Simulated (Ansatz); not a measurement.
La2O3

The calculation's input:

```
crystal:
  lattice:
    - [3.935101541, -0.0849981933, 0.0]
    - [-2.0411613652, 3.4503969976, 0.0]
    - [0.0, 0.0, 6.1262271606]
  atoms:
    - { symbol: La, position: [0.6580433991, 0.3333382381, 0.7537099431] }
    - { symbol: La, position: [0.3419566009, 0.6666617619, 0.2462900569] }
    - { symbol: O, position: [0.6628661554, 0.3330022044, 0.3538556718] }
    - { symbol: O, position: [0.3371338446, 0.6669977956, 0.6461443282] }
    - { symbol: O, position: [0.0, 0.0, 0.0] }
kpoints:
  mp_grid: { grid: [12, 12, 4] }
  band_path:
    path:
      - [0.0, 0.0, 0.0]
      - [0.5, 0.0, 0.0]
      - [0.3333333333, 0.3333333333, 0.0]
      - [0.0, 0.0, 0.5]
      - [0.5, 0.0, 0.5]
      - [0.3333333333, 0.3333333333, 0.5]
      - [0.255208, 0.239583, -0.489583]
      - [0.5, 0.5, 0.0]
    npoints: 1
hamiltonian:
  xc: r2scan
scf:
  occupations: { method: fixed }
  n_extra_bands: 5
output:
  forces: true
  stress: true
  eigenvalues: true
  write_density: true
  write_potential: true
  elf: true
  volumetric_format: npy
```

Launched as:

```sh
ansatz run input.yaml --threads 4 --pin off --max-ram 4608MiB --backend cpu --events-out ev --progress --plain --runs-dir out
```

Below, planes, directions and counts refer to the conventional cell (a = 3.86 Å, b = 3.94 Å, c = 6.13 Å, α = 90.00°, β = 90.00°, γ = 118.13°).

Space group P-1; a structure from a database of computed crystals, not necessarily the ambient phase; started from the database structure prototype, which need not be the ambient phase; changed on purpose from its base cell (shear xy strain -4.3%).

Level of theory: Ansatz 0.2.0, DFT, r2SCAN, plane waves, PAW.

Core electrons are frozen (PAW), and the valence fields are smoothed inside the atomic spheres.

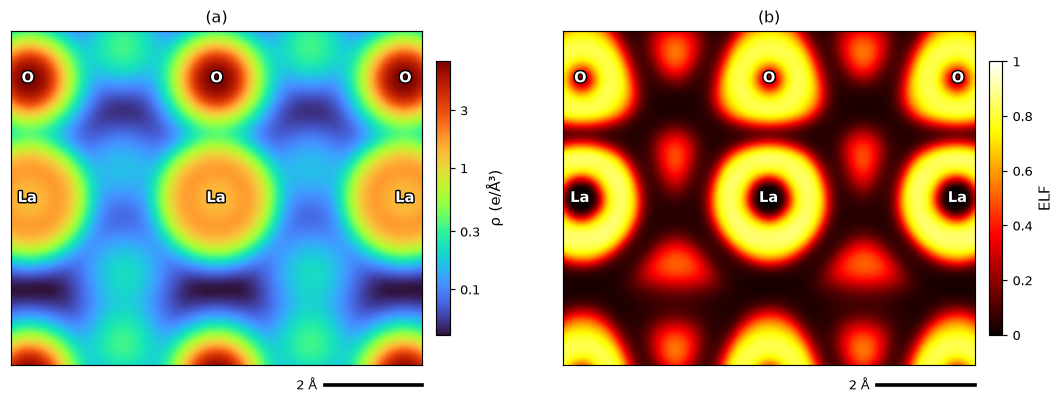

Figure 1. (a) valence charge density (pseudo); (b) ELF on the (010) plane of the conventional cell.

Question: Describe what can be read from this map.

Answer:
- The section cuts through La and O sites.
- La–O (2.45 Å): ρ at the midpoint is about 0.42 e/Å³; the ELF is about 0.25 at the midpoint (a closed-shell, largely ionic contact).
- Between the atoms the lowest density in this plane is 0.04 e/Å³.
- The features right at La lie inside the PAW spheres, where the map follows smoothed inner orbitals and isn't to be read closely.

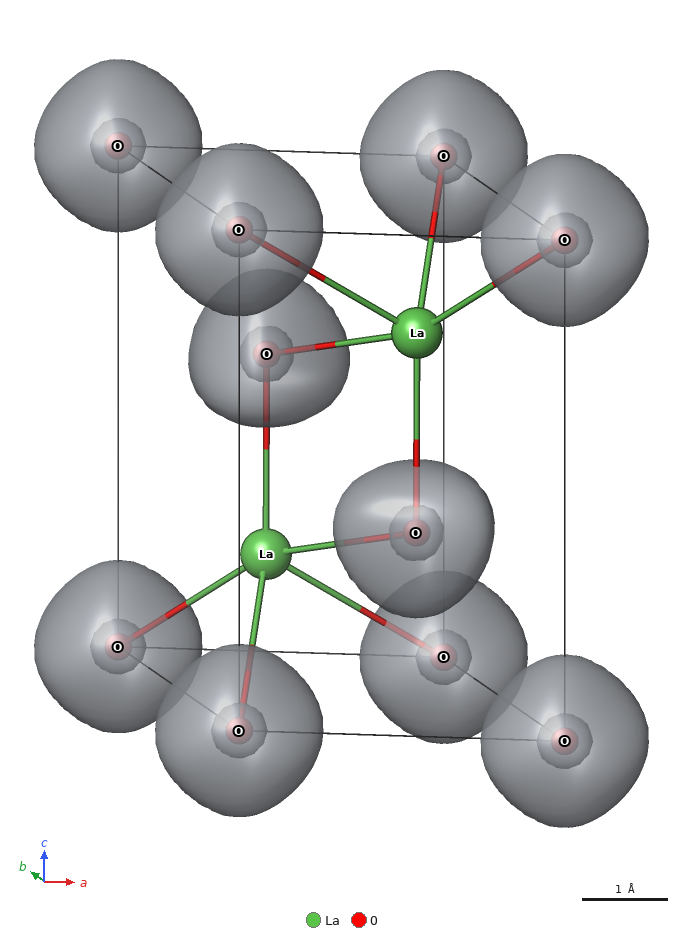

Figure 2. Isosurface of the ELF at 0.65 (grey), seen at an oblique angle. Only the valence region is drawn (cores and ρ < 0.01 e/Å³ removed). Sticks mark near contacts.

Question: Where are the electrons localised?

Answer: The surface consists of three regions wrapped around O (the valence shell of each), counted in one cell of 5 atoms. Any copies at cell faces, edges or corners count once.


La–O (2.37 Å): the ELF is about 0.25 at the midpoint; a largely ionic contact.

Question: Does the calculation give a band gap?

Answer: It is gapped, with a Kohn–Sham gap of 4.2 eV on the k-point mesh (the band edges may lie off the mesh, which would make the gap smaller).
